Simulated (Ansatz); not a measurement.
**A series of single points on ZnAu**

System: ZnAu (P4/mmm, 2 atoms in the cell).
Method: DFT r2SCAN, scalar-relativistic, plane waves, PAW, no spin polarisation (Ansatz 0.2.0).

The 6 runs differ only in the geometry, by a strain of the cell at fixed fractional positions. Against run 3, the strain is εzz = η. The structure derives from a Materials Project entry.

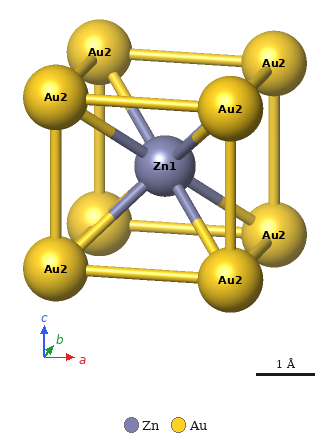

Figure 1. The structure of run 3 (ball-and-stick view of the cell of the calculation, seen slightly off an axis; atoms are numbered from 1 in the order of the input).

## Input of run 3
```yaml
crystal:
  lattice:
    - [3.1485066216, 0.0, 0.0]
    - [0.0, 3.1485066216, 0.0]
    - [0.0, 0.0, 3.1012790223]
  atoms:
    - { symbol: Zn, position: [0.5, 0.5, 0.5] }
    - { symbol: Au, position: [0.0, 0.0, 0.0] }
basis:
  ecutwfc: 500
kpoints:
  mp_grid: { grid: [16, 16, 16] }
hamiltonian:
  xc: r2scan
scf:
  occupations: { method: gaussian, width: 0.1 }
output:
  forces: true
  stress: true
  eigenvalues: true
```

Command:
```bash
ansatz run input.yaml --threads 1 --pin off --max-ram 1331MiB --backend cpu --events-out ev --progress --plain --runs-dir out
```

Lattice vectors (Å) and fractional positions of run 3:
```
   3.148507    0.000000    0.000000
   0.000000    3.148507    0.000000
   0.000000    0.000000    3.101279
Zn  0.500000  0.500000  0.500000
Au  0.000000  0.000000  0.000000
```

Run 4 differs from it as follows:
```diff
-    - [0.0, 0.0, 3.1012790223]
+    - [0.0, 0.0, 3.1485066216]
```

## Results, with one run withheld

```csv
run,strain parameter η (%),"free energy per atom, from the lowest run given (meV)",pressure (GPa)
1,−3.0457,14.25,7.13
2,−1.5228,5.34,4.48
3,0.0000,0.00,2.10
4,1.5228,?,?
5,4.5685,4.13,−3.68
6,6.0914,11.30,−5.27
```

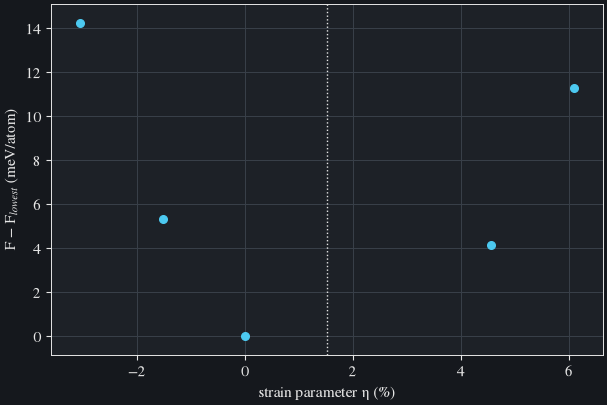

Figure 2. Free energy per atom of the runs given; the dotted line marks run 4.

Fit the runs given and predict run 4.

A cubic polynomial in the coordinate, fitted to the 5 runs given, misses them by at most 0.04 meV per atom. With x = η − 1.2183, it reads F = −1.6644 − 0.51769 x + 0.70698 x² − 0.011186 x³ (meV per atom). At run 4 it gives −1.76 meV per atom, and the run itself gives −1.78. The fit has its minimum at η = 1.5877 %.

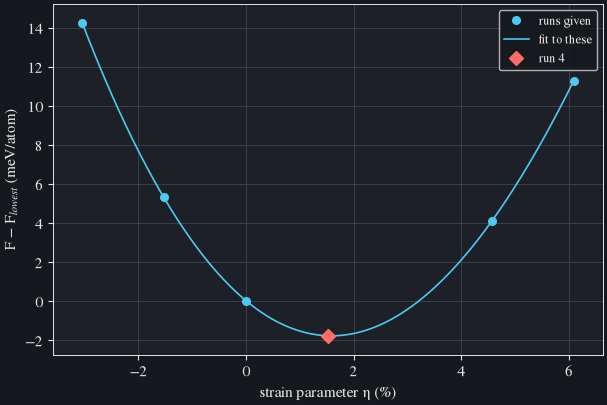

Figure 3. The fit and the withheld run.

## Output, shortened to warnings, some set-up lines, iterations and results (run 4)
```
Basis set: ecut = 500 eV, 751 PW (Γ), exchange–correlation on 96×96×96 points (64 copies of the dense FFT grid, shifted against one another)
Symmetry: 48 space group operations
k-points: 165 of 4096
Initial density: superposition of atomic densities (neutral atoms: chi_scale 0, normalization atom), corrected by the library's trained network
[...]
SCF iter   1: F=—  HF=-16489.636930 eV  |F-HF|=—  |Δ(HF+E_count)|=         —  Δρ=1.88e-2  dr2=7.58e-2  dr2_τ=9.14e-3  ethr=1.77e-3  ⟨swp⟩=5.0  Hψ=13880  notcnv=0
SCF iter   2: F=—  HF=-16489.625064 eV  |F-HF|=—  |Δ(HF+E_count)|=   1.19e-2  Δρ=5.54e-3  dr2=6.73e-3  dr2_τ=3.01e-3  ethr=2.44e-4  ⟨swp⟩=2.0  Hψ=7159  notcnv=0  defer=77
SCF iter   3: F=—  HF=-16489.621863 eV  |F-HF|=—  |Δ(HF+E_count)|=   3.20e-3  Δρ=2.65e-3  dr2=8.46e-4  dr2_τ=3.69e-5  ethr=2.17e-5  ⟨swp⟩=2.0  Hψ=5655  notcnv=0  defer=77
SCF iter   4: F=—  HF=-16489.622176 eV  |F-HF|=—  |Δ(HF+E_count)|=   3.13e-4  Δρ=1.41e-3  dr2=5.73e-4  dr2_τ=4.66e-5  ethr=2.73e-6  ⟨swp⟩=2.0  Hψ=5767  notcnv=0  defer=77
SCF iter   5: F=—  HF=-16489.621955 eV  |F-HF|=—  |Δ(HF+E_count)|=   2.22e-4  Δρ=1.91e-4  dr2=6.97e-6  dr2_τ=3.11e-7  ethr=1.85e-6  ⟨swp⟩=2.0  Hψ=5042  notcnv=0  defer=77
SCF iter   6: F=—  HF=-16489.621966 eV  |F-HF|=—  |Δ(HF+E_count)|=   1.11e-5  Δρ=4.03e-5  dr2=2.01e-7  dr2_τ=4.08e-8  ethr=2.25e-8  ⟨swp⟩=2.0  Hψ=6050  notcnv=0  defer=77
SCF iter   7: F=-16489.621966 eV  HF=-16489.621966 eV  |F-HF|=1.64e-8  |Δ(HF+E_count)|=   2.74e-7  Δρ=8.68e-6  dr2=1.16e-8  dr2_τ=4.55e-10  ethr=3.23e-10  ⟨swp⟩=7.0  Hψ=14952 …
SCF 1 converged in 7 iterations: F = -16489.621966 eV  dr2 = 1.16e-8
SCF converged after 7 iterations
Free energy (F): -16489.621966 eV
Harris-Foulkes:  -16489.621966 eV  (|F-HF|=1.64e-8)
Internal energy: -16489.619810 eV  (E = F + TS)
E sigma→0 (E₀):  -16489.620888 eV
Entropy (-TS):   -0.002157 eV (-1.078 meV/atom)
Fermi energy:    16.925787 eV
--- Per-component energies (eV) ---
  E_band       = -192.554508
  E_kinetic    = 735.972839
  E_local      = -3263.635418  (includes V_loc(G=0)·N_el)
  E_nonlocal   = 691.061072
  E_hartree    = 1382.703014
  E_xc         = -342.872366
  E_vxc        = -362.163373  (∫ρ·V_xc dr)
  E_paw        = -11579.743924  (= ΣΔE_a)
  E_vpaw       = -783.518745  (= ΣTr[D̂ρ^β])
  E_aug_tail   = 0.000867  (compensation charges beyond the density's cutoff)
  E_vtau       = 24.321045  (kinetic-family band-sum trace: ∫τ·v_τ [+ j·A + Jᵃ·Aᵃ] dr)
  E_ewald      = -4112.746950
  E_core_change = -0.358942  (= ΣΔE_core)
  E_smearing   = -0.002157  (= −TS)
  E_closure    = -0.000000  (closes the sum)
  Σ components = -16489.621966   (vs F -16489.621966, Δ=0.00e0)
--- Forces (eV/Å), atoms counted from 1 ---
  atom   1  Zn     0.00000000    -0.00000000     0.00000000
  atom   2  Au     0.00000000     0.00000000    -0.00000000
  max |Σ_I F_I| component: 9.20e-31 eV/Å
--- Stress (GPa, compression-positive) ---
       -0.042966       0.000000       0.000000
       -0.000000      -0.042966      -0.000000
        0.000000       0.000000      -0.042966
  P = ⅓ Tr σ = -0.0430 GPa (-0.430 kbar)
```

Notes: Spin–orbit coupling is left out, which matters for Au.
